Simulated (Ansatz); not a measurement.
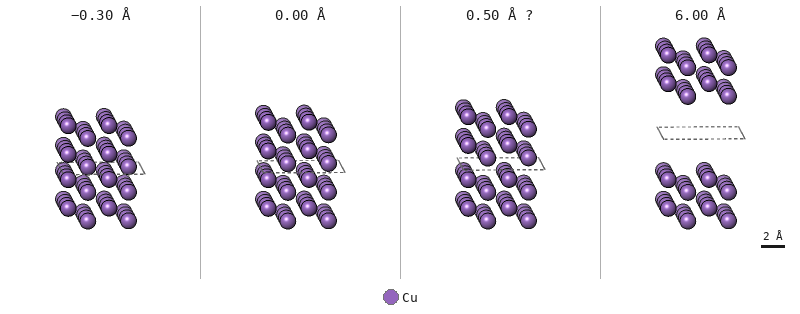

Energy scan for a crystal of Cu (Fm-3m), in which the crystal is pulled apart rigidly along the normal of the (0 1 1) plane of the conventional cell, at a cut between a plane of Cu below and one of Cu above, 1.28 Å apart. One cut stands in each cell, which starts 10.2 Å high; nothing is relaxed, and the dashed outline marks the cut. The picture is a spheres-only view of the layers on both sides of the cut, seen from the side, nearly along the cut plane.

Computed with DFT PBE, scalar-relativistic, plane waves, PAW (Ansatz 0.2.0). Set-up: plane-wave cutoff 420 eV; k-point mesh 13 × 18 × 5; occupations gaussian; smearing width 0.15 eV; no spin polarisation. Energies (free energies at the smearing named) are counted from the cell as listed in its source, which wasn't relaxed.

```
opening (Å)  ΔE per area (J/m²)
      −0.30               0.743
      −0.15               0.167
       0.00               0.000
       0.25               0.192
       0.50                   ?
       0.75               1.128
       1.00               1.590
       1.50               2.308
       2.00               2.754
       3.00               3.132
       4.50               3.219
       6.00               3.226
```

Q: Estimate the missing energy from the other rows, and compare with the calculation.

A: A straight line between the two neighbours gives 0.660 J/m². A cubic through the four nearest rows (0.00, 0.25, 0.75, 1.00) gives, with Lagrange weights, (−0.1667)(0.000) + (0.6667)(0.192) + (0.6667)(1.128) + (−0.1667)(1.590) = 0.615 J/m². The calculation gives 0.633 J/m², so the cubic is 0.018 J/m² too low and the straight line 0.027 J/m² too high, as the curve bends upwards here.

The whole profile:

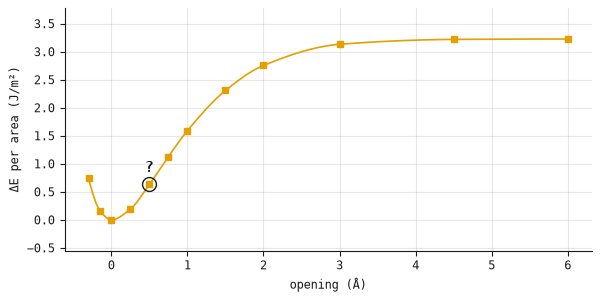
